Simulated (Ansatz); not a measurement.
CdS3

Input

```
crystal:
  lattice:
    - [4.2079179831, 0.0, 0.0]
    - [0.0, 4.2079179831, 0.0]
    - [0.0, 0.0, 4.2079179831]
  atoms:
    - { symbol: Cd, position: [0.0, 0.0, 0.0] }
    - { symbol: S, position: [0.0, 0.5, 0.5] }
    - { symbol: S, position: [0.5, 0.0, 0.5] }
    - { symbol: S, position: [0.5, 0.5, 0.0] }
basis:
  ecutwfc: 420
kpoints:
  mp_grid: { grid: [12, 12, 12] }
hamiltonian:
  xc: pbe
scf:
  occupations: { method: gaussian, width: 0.1 }
output:
  forces: true
  stress: true
  eigenvalues: true
  write_density: true
  write_potential: true
  elf: true
  volumetric_format: npy
relax:
  adjacent_minimum: "off"
  f_tol: 0.01
  max_steps: 80
  cell: { stress_tol: 0.05 }
```

Command:

```sh
ansatz run input.yaml --threads 1 --pin off --max-ram 2560MiB --backend cpu --events-out ev --progress --plain --runs-dir out
```

Below, planes, directions and counts refer to the conventional cell (a = 4.20 Å, b = 4.20 Å, c = 4.20 Å, α = 90.00°, β = 90.00°, γ = 90.00°).

The fields are those of the relaxed geometry.

Space group Pm-3m; a structure generated by program, which may or may not match a known phase.

Level of theory: DFT PBE, scalar-relativistic, plane waves, PAW (Ansatz 0.2.0).

Core electrons are frozen (PAW), and the valence fields are smoothed inside the atomic spheres.

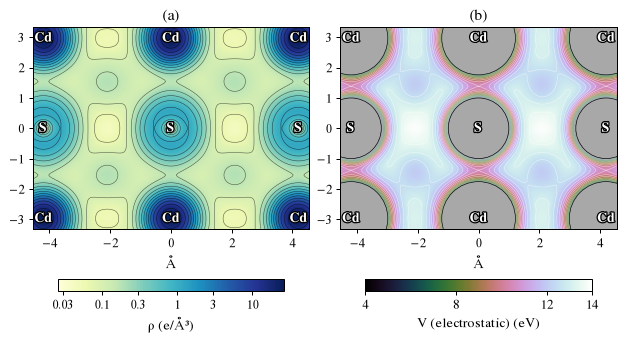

Figure 1. (a) valence electron density; (b) electrostatic potential energy of an electron on the (101) plane of the conventional cell. Grey discs cover the atomic cores in the potential map.

Question: Interpret the plot.

Answer: The plane passes through Cd and S nuclei.
Cd–S (2.97 Å): the density is about 0.17 e/Å³ at the midpoint.
Between the atoms the lowest density in this plane is 0.05 e/Å³.
Outside the cores the potential energy rises away from the atoms and is highest about 2.1 Å from the nearest atoms; its zero is arbitrary.

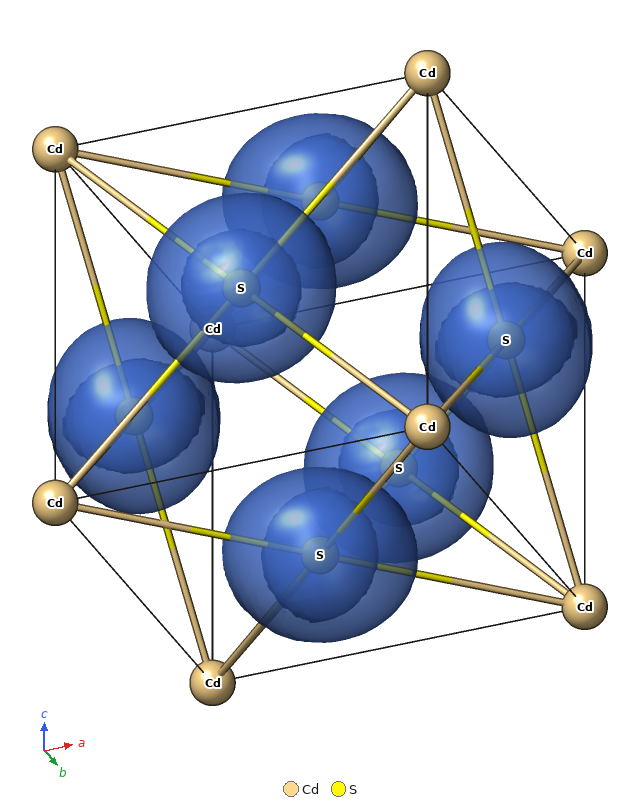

Figure 2. Isosurface of the electron localisation function at 0.8 (blue), seen at an oblique angle. Only the valence region is drawn (cores and ρ < 0.01 e/Å³ removed). Sticks mark near contacts.

Question: Describe the localisation domains.

Answer: The ELF exceeds this value in three regions wrapped around S (the valence shell of each), counted in one cell of 4 atoms. Any copies at cell faces, edges or corners count once. Along the contacts the grid gives the following. Cd–S (2.97 Å): the ELF peaks at about 0.85 in the valence shell of S, 0.8 Å from its nucleus, and drops to about 0.10 between the two atoms.

Question: Does the calculation give a band gap?

Answer: It is metallic or semimetallic at this level of theory: no gap opens.
